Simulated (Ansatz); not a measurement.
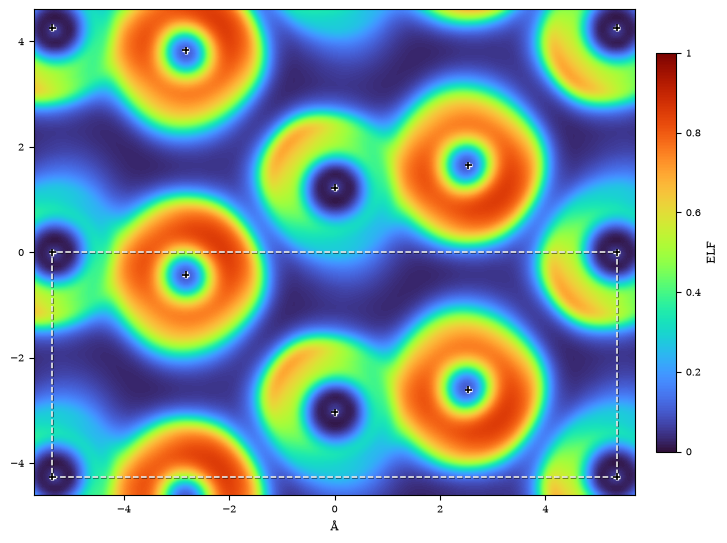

The ELF on a plane through atoms (crosses mark nuclei in the plane).

Level of theory: Ansatz 0.2.0, DFT PBEsol, scalar-relativistic, plane waves, PAW.

Candidates:
A. Co (slab), a = 2.46 Å, b = 2.46 Å, c = 20.97 Å, α = 90.00°, β = 90.00°, γ = 120.00°. Spin-polarised.
B. GeSe, a = 10.71 Å, b = 3.85 Å, c = 4.26 Å, α = 90.00°, β = 90.00°, γ = 90.00°. Space group Pnma.
C. Si$_{2}$W (slab), a = 3.20 Å, b = 3.20 Å, c = 23.49 Å, α = 90.00°, β = 90.00°, γ = 90.00°. 

> Which candidate gave the map?

Candidate B: GeSe on the (010) plane of the conventional cell, which holds Ge and Se. Ge–Se (2.57 Å): the ELF is about 0.65 at the midpoint.
